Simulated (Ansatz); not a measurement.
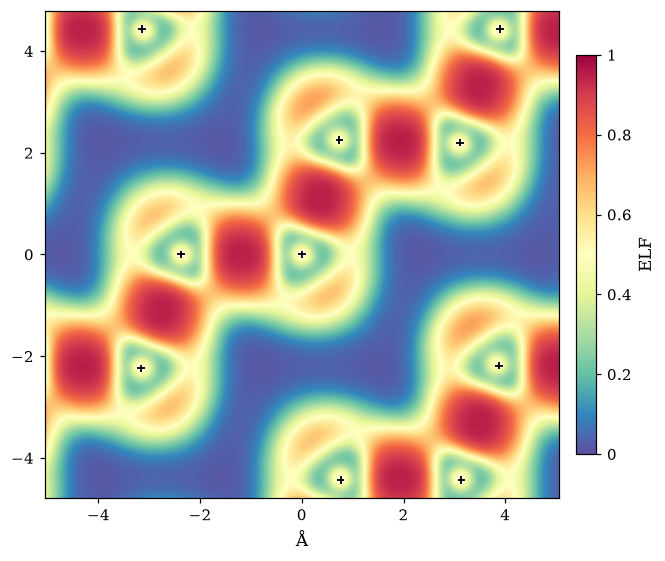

The electron localisation function on a plane through atoms (crosses mark nuclei in the plane).

All numbers below come from DFT PBEsol, scalar-relativistic, plane waves, PAW (Ansatz 0.2.0).

Candidates:
A. Si (cell charge −2, with a compensating background) (cell with a defect), a = 9.41 Å, b = 9.41 Å, c = 9.41 Å, α = 109.47°, β = 109.47°, γ = 109.47°. 
B. Si32Ni (cell with a defect), a = 9.41 Å, b = 9.41 Å, c = 9.41 Å, α = 109.47°, β = 109.47°, γ = 109.47°. The program warned that a starting moment wasn't kept; spin-polarised, but the moments vanished.

### Which candidate gave the map?

Candidate A: Si on the (011̄) plane of the calculation cell, which holds Si. Si–Si (2.37 Å): the ELF peaks at about 0.95 between the atoms.
